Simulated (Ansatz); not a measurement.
**Single-point calculation of CuO (part 2 of 2)**

Continued. System: CuO (C2/c, 8 atoms in the cell). Method: DFT PBEsol+U, scalar-relativistic, plane waves, PAW, Ueff = 7 eV on Cu atom 1 d; Ueff = 7 eV on Cu atom 2 d; Ueff = 7 eV on Cu atom 5 d; Ueff = 7 eV on Cu atom 6 d, spin-polarised (Ansatz 0.2.0); cutoff 420 eV, 7×7×4 k-mesh, Gaussian smearing of 0.05 eV, collinear spins. The structure derives from an entry of the Crystallography Open Database. It belongs to a series of runs on one base structure; here: antiferromagnetic start, free.

## Output, continued
```
--- Stress (GPa, compression-positive) ---
       -0.219357       0.000028      -0.319024
        0.000028       0.728932      -0.000000
       -0.319130      -0.000000       0.362368
  P = ⅓ Tr σ = 0.2906 GPa (2.906 kbar)
--- Band table (eV; the first three rows and the last of 198) ---
  k-point 0 ↑: bands = ["-100.7383", "-100.7371", "-99.9717", "-99.9703", "-58.6095", "-58.6025", "-58.5839", "-58.5790", "-57.6359", "-57.6214", "-57.6202", "-57.6186", "-57.5623", "-57.5539", "-57.2759", "-57.2674", "-7.6978", "-6.2758", "-6.2265", "-6.1531", "2.7962", "3.4022", "3.7722", "4.0626", "4.6055", "5.0870", "5.3048", "5.3148", "5.7655", "5.8115", "5.9021", "5.9815", "6.0571", "6.0779", "6.2815", "6.3870", "6.3927", "6.4761", "6.6340", "7.5247", "7.8383", "8.0057", "8.3863", "8.5221", "9.0985", "9.2320", "9.2709", "9.6046", "10.1752", "11.3568", "13.2328", "13.2680", "13.4441", "15.2700", "17.9819", "19.0191", "20.1836", "20.4541", "22.1078", "23.3263", "24.4160", "25.2937", "26.0052"]
  k-point 1 ↑: bands = ["-100.7380", "-100.7369", "-99.9714", "-99.9700", "-58.6095", "-58.6025", "-58.5840", "-58.5790", "-57.6360", "-57.6214", "-57.6203", "-57.6186", "-57.5624", "-57.5539", "-57.2760", "-57.2675", "-7.5167", "-6.4865", "-6.3325", "-6.1051", "3.2775", "3.6567", "3.8165", "4.2450", "4.4855", "5.0098", "5.2366", "5.2555", "5.5122", "5.6437", "5.6971", "5.8469", "5.9315", "6.1252", "6.2355", "6.3247", "6.4431", "6.4692", "6.7808", "7.6550", "7.7839", "7.8558", "8.4310", "8.7644", "8.7915", "9.3014", "9.3793", "9.5928", "10.0621", "11.2207", "12.8122", "13.1685", "14.3141", "15.8600", "17.1791", "18.6180", "20.2036", "21.3746", "21.8242", "24.1869", "24.5854", "25.3125", "26.6373"]
  k-point 2 ↑: bands = ["-100.7377", "-100.7367", "-99.9711", "-99.9698", "-58.6095", "-58.6025", "-58.5840", "-58.5790", "-57.6361", "-57.6214", "-57.6203", "-57.6187", "-57.5625", "-57.5539", "-57.2761", "-57.2675", "-7.0424", "-7.0364", "-6.3707", "-6.0754", "3.8641", "4.2070", "4.2312", "4.4124", "4.4147", "4.4255", "4.8100", "4.9254", "5.2603", "5.6008", "5.6605", "5.8853", "5.9990", "6.0137", "6.1263", "6.2703", "6.4042", "6.4891", "7.0358", "7.4752", "7.8957", "7.9792", "8.0131", "8.2992", "9.1954", "9.3912", "9.7214", "9.8260", "9.8468", "11.0277", "12.4192", "13.0284", "15.7748", "15.8666", "17.1080", "17.1861", "21.0102", "21.0588", "23.6351", "23.6530", "24.8749", "24.8789", "26.2286"]
  k-point 98 ↓: bands = ["-100.7386", "-100.7379", "-99.9718", "-99.9716", "-58.6100", "-58.6023", "-58.5830", "-58.5804", "-57.6358", "-57.6226", "-57.6199", "-57.6188", "-57.5639", "-57.5536", "-57.2772", "-57.2677", "-6.9357", "-6.7812", "-6.3064", "-6.1049", "3.6264", "3.6357", "3.8407", "4.0049", "4.3133", "4.9504", "5.0532", "5.1141", "5.3495", "5.4849", "5.8526", "5.9787", "6.0584", "6.2211", "6.3473", "6.4616", "6.4652", "6.5202", "6.9669", "7.0531", "7.6239", "7.9340", "7.9833", "8.0557", "8.4203", "8.6329", "9.2842", "9.5323", "10.8392", "11.1155", "12.6944", "13.1408", "16.7558", "16.9771", "18.3825", "18.7873", "19.2803", "19.7011", "21.7634", "21.9495", "23.5080", "24.0822", "25.2811"]
Occupation matrices written to [file]
--- Löwdin populations: 8 sites ---
  site symbol       q [e]    m [muB]
     0     Cu     17.9529     0.5250
     1     Cu     17.9529    -0.5250
     2      O      6.9298     0.0000
     3      O      6.9298     0.0000
     4     Cu     17.9529     0.5250
     5     Cu     17.9529    -0.5250
     6      O      6.9298     0.0000
     7      O      6.9298     0.0000
  spilling = 0.004690 (of n_electrons = 100.000000)
--- Occupation matrices: 4 shells (run DFT+U table (all-electron-ortho-atomic); ε = 6.00e-3) ---
  Cu0 d_3D: site group Ci (-1)
  Cu0 d_3D up     Tr n = 4.9612  λ = 0.984 0.986 0.997 0.997 0.998  [2× xy 0.36 Ag(1.00) | 3× z2 0.30 Ag(1.00)]
  Cu0 d_3D dn     Tr n = 4.4189  λ = 0.440 0.983 0.998 0.998 0.999  [xz 0.61 Ag(1.00) | xy 0.73 Ag(1.00) | 3× z2 0.30 Ag(1.00)]
  specified occupation → Cu0 d_3D up: matrix, ‖Δ‖_F = 0.0515, Tr Δ = -0.1112, displaced = 0.0556, d_λ = 0.0515; orbital distance = 0.0000
  specified occupation → Cu0 d_3D dn: matrix, ‖Δ‖_F = 0.4239, Tr Δ = -0.5189, displaced = 0.2595, d_λ = 0.4230; orbital distance = 0.0381
  Cu1 d_3D: site group Ci (-1)
  Cu1 d_3D up     Tr n = 4.4189  λ = 0.440 0.983 0.998 0.998 0.999  [xz 0.61 Ag(1.00) | xy 0.73 Ag(1.00) | 3× z2 0.30 Ag(1.00)]
  Cu1 d_3D dn     Tr n = 4.9612  λ = 0.984 0.986 0.997 0.997 0.998  [2× xy 0.36 Ag(1.00) | 3× z2 0.30 Ag(1.00)]
  specified occupation → Cu1 d_3D up: matrix, ‖Δ‖_F = 0.4239, Tr Δ = -0.5189, displaced = 0.2595, d_λ = 0.4230; orbital distance = 0.0381
  specified occupation → Cu1 d_3D dn: matrix, ‖Δ‖_F = 0.0515, Tr Δ = -0.1112, displaced = 0.0556, d_λ = 0.0515; orbital distance = 0.0000
  Cu4 d_3D: site group Ci (-1)
  Cu4 d_3D up     Tr n = 4.9612  λ = 0.984 0.986 0.997 0.997 0.998  [2× xy 0.36 Ag(1.00) | 3× z2 0.30 Ag(1.00)]
  Cu4 d_3D dn     Tr n = 4.4189  λ = 0.440 0.983 0.998 0.998 0.999  [xz 0.61 Ag(1.00) | xy 0.73 Ag(1.00) | 3× z2 0.30 Ag(1.00)]
  specified occupation → Cu4 d_3D up: matrix, ‖Δ‖_F = 0.0515, Tr Δ = -0.1112, displaced = 0.0556, d_λ = 0.0515; orbital distance = 0.0000
  specified occupation → Cu4 d_3D dn: matrix, ‖Δ‖_F = 0.4239, Tr Δ = -0.5189, displaced = 0.2595, d_λ = 0.4230; orbital distance = 0.0381
  Cu5 d_3D: site group Ci (-1)
  Cu5 d_3D up     Tr n = 4.4189  λ = 0.440 0.983 0.998 0.998 0.999  [xz 0.61 Ag(1.00) | xy 0.73 Ag(1.00) | 3× z2 0.30 Ag(1.00)]
  Cu5 d_3D dn     Tr n = 4.9612  λ = 0.984 0.986 0.997 0.997 0.998  [2× xy 0.36 Ag(1.00) | 3× z2 0.30 Ag(1.00)]
  specified occupation → Cu5 d_3D up: matrix, ‖Δ‖_F = 0.4239, Tr Δ = -0.5189, displaced = 0.2595, d_λ = 0.4230; orbital distance = 0.0381
  specified occupation → Cu5 d_3D dn: matrix, ‖Δ‖_F = 0.0515, Tr Δ = -0.1112, displaced = 0.0556, d_λ = 0.0515; orbital distance = 0.0000
  Tr n, λ and their labels are of the run-group-symmetrised matrices; stabiliser: 8 of 16 elements of G0×{1,Θ} (closed), max defect 2.4e-6 at τ = 1.3e-3
```

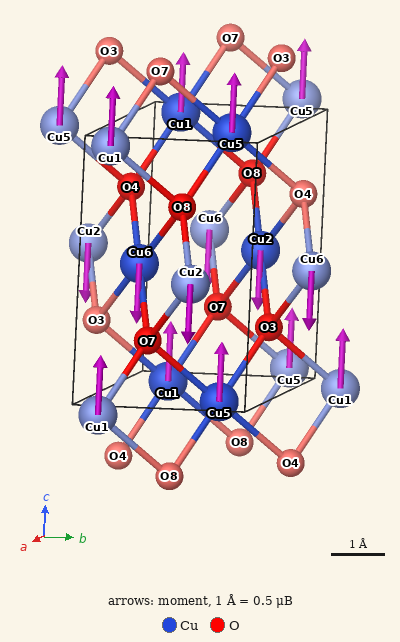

**Figure 1.** Magnetic moments of the sites as pink arrows (ball-and-stick view of the cell of the calculation, set on other vectors, seen slightly off an axis; neighbours outside the cell are drawn fainter; atoms are numbered from 1 in the order of the input); small moments hardly show. The run is collinear, so the axis drawn is arbitrary. Site moments: Cu2, Cu6 (−0.58 μB); Cu1, Cu5 (0.58 μB). They are counted near the atoms and needn't add up to the moment of the cell.

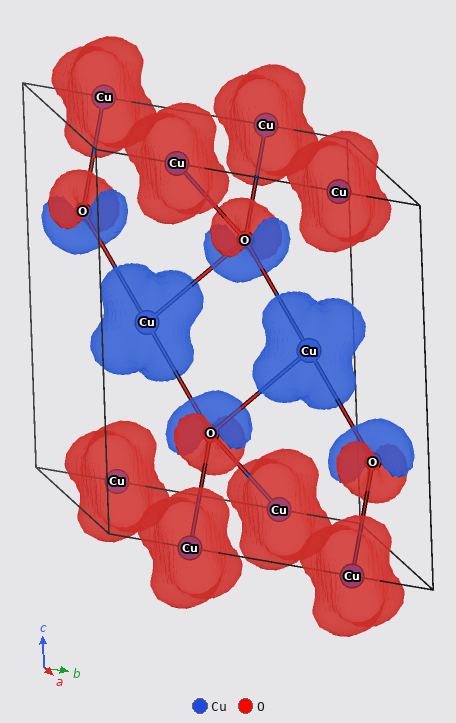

**Figure 2.** Isosurfaces of the magnetisation density (up minus down) at +0.06 (red) and −0.06 e/Å³ (blue), seen slightly off an axis. Sticks mark near contacts. The outline is the calculation cell. The cell of the calculation (8 atoms) carries 0.0 μB net. Core electrons are frozen (PAW), so the fields are smoothed inside the atomic spheres.

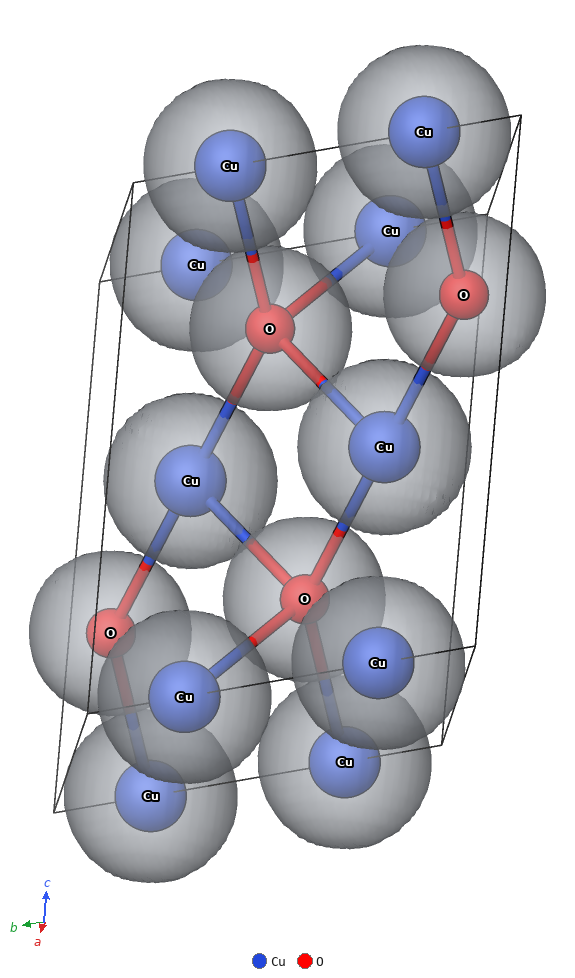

**Figure 3.** Isosurface of the valence pseudo-density at 0.8 e/Å³ (grey), seen at an oblique angle. Sticks mark near contacts. The outline is the calculation cell. At this value the density breaks into separate islands; it holds about 85 % of the electrons treated as valence (semicore included). It is pinched off along the Cu–O (1.95 Å) contacts. On the grid the lowest density along these lines, outside the cores, is 0.65 e/Å³ (Cu–O, 1.95 Å).

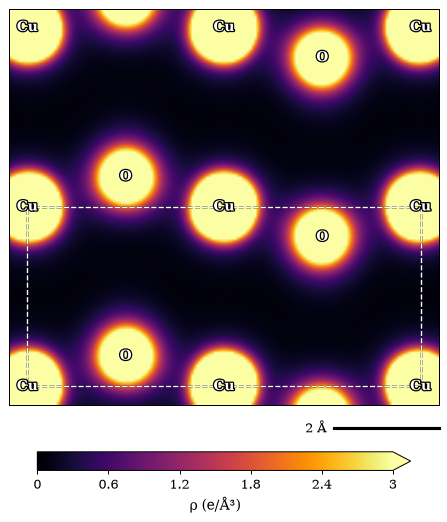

**Figure 4.** Valence charge density (pseudo) on the (111) plane of the calculation cell. Atoms in the plane: Cu and O. Cu–O (1.96 Å): the density is about 0.62 e/Å³ at the midpoint. Away from the nuclei the density in this plane falls to 0.06 e/Å³ at its lowest.

This output came from the following input.

## The input
```yaml
crystal:
  lattice:
    - [4.68369924, 0.0, 0.0]
    - [4.68369924, 3.42259944, 0.0]
    - [-0.85002986, 0.0, 5.05786919]
  atoms:
    - { symbol: Cu, position: [0.0, 0.25, 0.0], spin: 1.0 }
    - { symbol: Cu, position: [0.5, 0.75, 0.5], spin: -1.0 }
    - { symbol: O, position: [0.5816, 0.9184, 0.25] }
    - { symbol: O, position: [0.4184, 0.0816, 0.75] }
    - { symbol: Cu, position: [0.0, 0.75, 0.0], spin: 1.0 }
    - { symbol: Cu, position: [0.5, 0.25, 0.5], spin: -1.0 }
    - { symbol: O, position: [0.5816, 0.4184, 0.25] }
    - { symbol: O, position: [0.4184, 0.5816, 0.75] }
basis:
  ecutwfc: 420
  ecutrho_ratio: 4
kpoints:
  mp_grid: { grid: [7, 7, 4] }
hamiltonian:
  xc: pbesol
  hubbard:
    sites:
      - { site: 0, l: d, u_eff: 7.0, starting_ns: [{ spin: up, occupation_matrix: s0up }, { spin: down, occupation_matrix: s0down }] }
      - { site: 1, l: d, u_eff: 7.0, starting_ns: [{ spin: up, occupation_matrix: s1up }, { spin: down, occupation_matrix: s1down }] }
      - { site: 4, l: d, u_eff: 7.0, starting_ns: [{ spin: up, occupation_matrix: s4up }, { spin: down, occupation_matrix: s4down }] }
      - { site: 5, l: d, u_eff: 7.0, starting_ns: [{ spin: up, occupation_matrix: s5up }, { spin: down, occupation_matrix: s5down }] }
    occupation_matrices:
      s0up:
        matrix:
          - [0.97, 0.0, 0.0, 0.0, 0.0]
          - [0.0, 0.97, 0.0, 0.0, 0.0]
          - [0.0, 0.0, 0.97, 0.0, 0.0]
          - [0.0, 0.0, 0.0, 0.97, 0.0]
          - [0.0, 0.0, 0.0, 0.0, 0.97]
      s0down:
        matrix:
          - [0.96989, 0.00817, -0.00581, 0.0027, 0.00118]
          - [0.00817, 0.38912, 0.41301, -0.19165, -0.08394]
          - [-0.00581, 0.41301, 0.67635, 0.13626, 0.05968]
          - [0.0027, -0.19165, 0.13626, 0.90677, -0.02769]
          - [0.00118, -0.08394, 0.05968, -0.02769, 0.95787]
      s1up:
        matrix:
          - [0.96989, 0.00817, 0.00581, 0.0027, -0.00118]
          - [0.00817, 0.38912, -0.41301, -0.19165, 0.08394]
          - [0.00581, -0.41301, 0.67635, -0.13626, 0.05968]
          - [0.0027, -0.19165, -0.13626, 0.90677, 0.02769]
          - [-0.00118, 0.08394, 0.05968, 0.02769, 0.95787]
      s1down:
        matrix:
          - [0.97, 0.0, 0.0, 0.0, 0.0]
          - [0.0, 0.97, 0.0, 0.0, 0.0]
          - [0.0, 0.0, 0.97, 0.0, 0.0]
          - [0.0, 0.0, 0.0, 0.97, 0.0]
          - [0.0, 0.0, 0.0, 0.0, 0.97]
      s4up:
        matrix:
          - [0.97, 0.0, 0.0, 0.0, 0.0]
          - [0.0, 0.97, 0.0, 0.0, 0.0]
          - [0.0, 0.0, 0.97, 0.0, 0.0]
          - [0.0, 0.0, 0.0, 0.97, 0.0]
          - [0.0, 0.0, 0.0, 0.0, 0.97]
      s4down:
        matrix:
          - [0.96989, 0.00817, -0.00581, 0.0027, 0.00118]
          - [0.00817, 0.38912, 0.41301, -0.19165, -0.08394]
          - [-0.00581, 0.41301, 0.67635, 0.13626, 0.05968]
          - [0.0027, -0.19165, 0.13626, 0.90677, -0.02769]
          - [0.00118, -0.08394, 0.05968, -0.02769, 0.95787]
      s5up:
        matrix:
          - [0.96989, 0.00817, 0.00581, 0.0027, -0.00118]
          - [0.00817, 0.38912, -0.41301, -0.19165, 0.08394]
          - [0.00581, -0.41301, 0.67635, -0.13626, 0.05968]
          - [0.0027, -0.19165, -0.13626, 0.90677, 0.02769]
          - [-0.00118, 0.08394, 0.05968, 0.02769, 0.95787]
      s5down:
        matrix:
          - [0.97, 0.0, 0.0, 0.0, 0.0]
          - [0.0, 0.97, 0.0, 0.0, 0.0]
          - [0.0, 0.0, 0.97, 0.0, 0.0]
          - [0.0, 0.0, 0.0, 0.97, 0.0]
          - [0.0, 0.0, 0.0, 0.0, 0.97]
    ns_hold: { iters: 8 }
scf:
  occupations: { method: gaussian, width: 0.05 }
  lower_state_search: "off"
  max_iter: 150
output:
  forces: true
  stress: true
  eigenvalues: true
  populations: true
  hubbard:
    sites:
      - { site: 0, l: d }
      - { site: 1, l: d }
      - { site: 4, l: d }
      - { site: 5, l: d }
  write_density: true
  write_potential: true
  elf: true
  volumetric_format: npy
magnetization:
  spin_polarized: true
```

Launched with:
```bash
ansatz run input.yaml --threads 4 --pin off --max-ram 6144MiB --backend cpu --events-out ev --progress --plain --runs-dir out
```

## Results in brief

- outcome: converged
- space group (tolerance 0.01 Å): C2/c (15)
- electrons treated: 100
- free energy: −28587.7584 eV
- Fermi energy: 11.676 eV
- gap on the k-point mesh: 0.64 eV
- net moment of the cell: 0.00 μB
- integrated absolute moment: 3.02 μB
- pressure: 0.29 GPa
- largest force (length of the vector): 0.059 eV/Å
- hardware: 4 threads of Arm Neoverse V2, 24 GiB of memory available, shared host
- wall time: 55 s (CPU time 3.6 min)
- peak memory: 1.1 GiB
